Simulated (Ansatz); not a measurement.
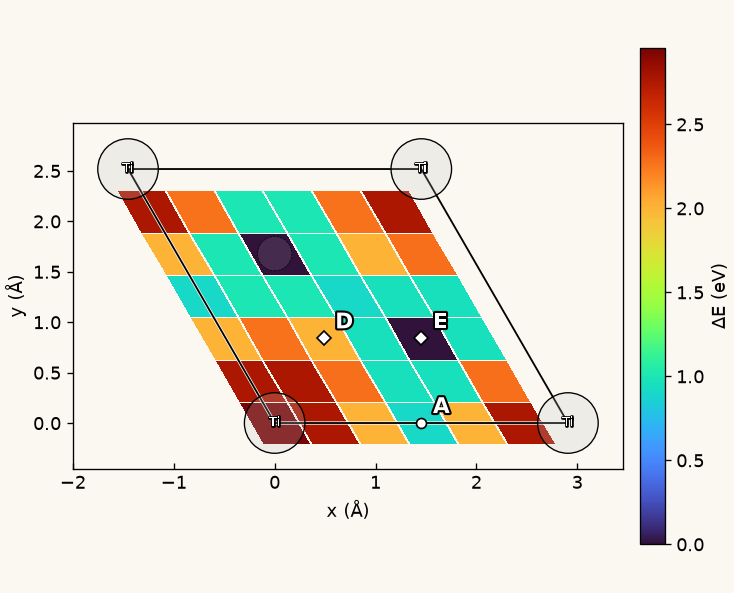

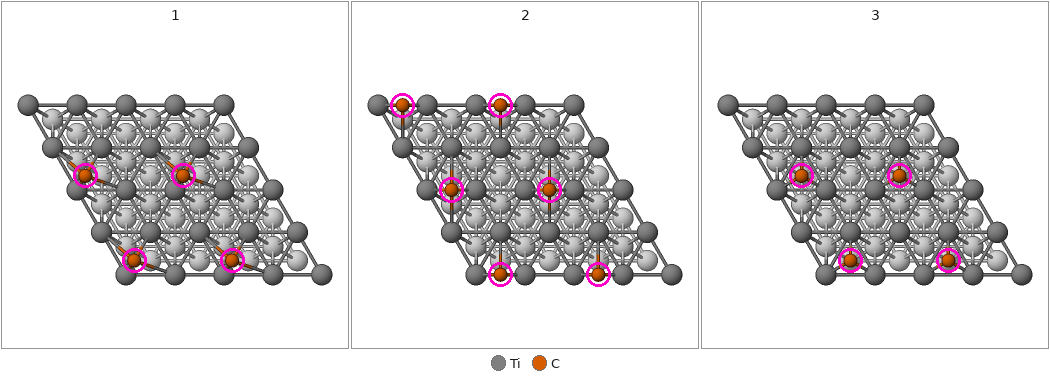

C on a Ti(111) slab cut from the Fm-3m phase, its upper half relaxed before the scan (12 atoms of substrate and one adsorbate in a 2 × 2 cell). C is moved over the surface cell; relaxed at each place: the height of the adsorbate's atoms; substrate rigid; the origin of the map has the adsorbate above Ti9. Places are given modulo a cell vector. The map is drawn in real space over the plane of the surface. The grid has 6 × 6 points; 10 points were computed and 26 follow by symmetry. Places are given in fractions of the 1 × 1 surface cell. Energies are in eV, from the lowest grid point. Computed with DFT PBE, scalar-relativistic, plane waves, PAW (Ansatz 0.2.0). Settings: cutoff 420 eV, k-mesh 6×6×1, gaussian smearing 0.1 eV, no spin polarisation.

Drawn: one coloured cell a grid point, labelled circles for the atoms of the top layer and small ones for the second layer, the outline of one cell of the plane, lettered points. The numbered pictures are the structures at these points, in random order. Rings mark the moved atoms.

> Which structure belongs to which point?

A is structure 2: a bridge site between two Ti atoms, (3/6, 0/6) of the cell vectors, 0.91 eV; D is structure 1: (2/6, 2/6) of the cell vectors [nearest 1 Ti at 1.76 Å], 2.00 eV; E is structure 3: a threefold hollow over a third-layer Ti atom, (4/6, 2/6) of the cell vectors, 0.010 eV.

PAW datasets: the set soft_1.
